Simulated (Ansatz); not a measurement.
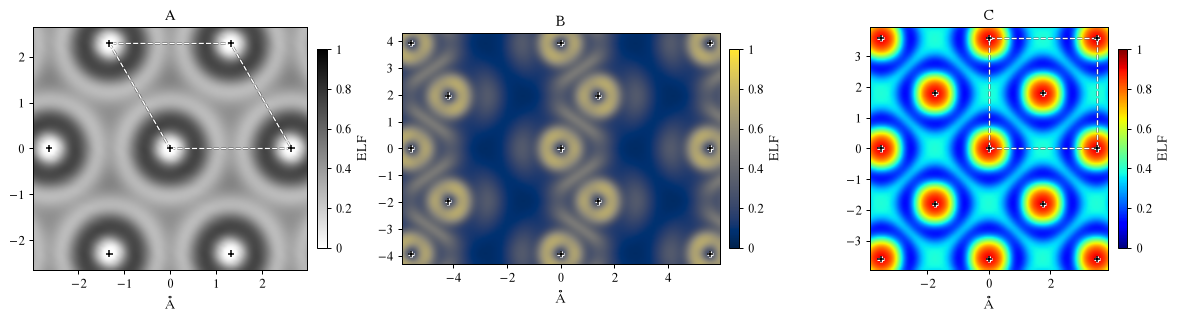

The ELF of 3 systems, each on a plane through atoms (crosses mark nuclei in the plane).

Method: DFT, PBEsol, plane waves (420 eV) with PAW, scalar-relativistic (Ansatz).

System 1: Mn, the (11̄0) plane of the cell of the magnetic structure. Space group I4/mmm; set up as Mn, fcc; a generated structure, not necessarily the stable one; changed on purpose from its base cell (volume × 1.08); computed pressure about −10 GPa in this cell; spin-polarised.

```cif
data_structure
_symmetry_space_group_name_H-M 'P 1'
_symmetry_Int_Tables_number 1
_cell_length_a 2.5391
_cell_length_b 2.5391
_cell_length_c 3.5261
_cell_angle_alpha 90.000
_cell_angle_beta 90.000
_cell_angle_gamma 90.000
_cell_volume 22.73
loop_
_atom_site_label
_atom_site_type_symbol
_atom_site_fract_x
_atom_site_fract_y
_atom_site_fract_z
_atom_site_occupancy
Mn1 Mn 0.00000 0.00000 0.00000 1
Mn2 Mn 0.50000 0.50000 0.50000 1
```

System 2: Os, the (011) plane of the conventional cell. Space group Fd-3m; set up as Os, diamond; a generated structure, not necessarily the stable one; changed on purpose from its base cell (volume × 1.04); computed pressure about −8 GPa in this cell; computed without spin polarisation.

```xyz
8
Lattice="5.5748 0.0000 0.0000 0.0000 5.5748 0.0000 0.0000 0.0000 5.5748" Properties=species:S:1:pos:R:3 pbc="T T T"
Os    4.1811    1.3937    1.3937
Os    1.3937    4.1811    1.3937
Os    1.3937    1.3937    4.1811
Os    4.1811    4.1811    4.1811
Os    2.7874    0.0000    0.0000
Os    0.0000    2.7874    0.0000
Os    0.0000    0.0000    2.7874
Os    2.7874    2.7874    2.7874
```

System 3: W, the (001) plane of the conventional cell. Space group P6₃/mmc; set up as W, dhcp; a generated structure, not necessarily the stable one; changed on purpose from its base cell (volume × 0.88); computed pressure about 49 GPa in this cell.

```yaml
crystal:
  lattice:
    - [2.64643, 0.00000, 0.00000]
    - [-1.32322, 2.29188, 0.00000]
    - [0.00000, 0.00000, 9.30049]
  atoms:
    - { symbol: W, position: [0.00000, 0.00000, 0.00000] }
    - { symbol: W, position: [0.00000, 0.00000, 0.50000] }
    - { symbol: W, position: [0.33333, 0.66667, 0.25000] }
    - { symbol: W, position: [0.66667, 0.33333, 0.75000] }
```

Match each panel to its system.

Panel A is system 3, W: the plane holds W. W–W (2.65 Å): the ELF is about 0.35 at the midpoint. Panel B is system 2, Os: the plane holds Os. Os–Os (2.41 Å): the ELF is about 0.50 at the midpoint. Panel C is system 1, Mn: the plane holds Mn. Mn–Mn (2.52 Å): the ELF is about 0.30 at the midpoint.
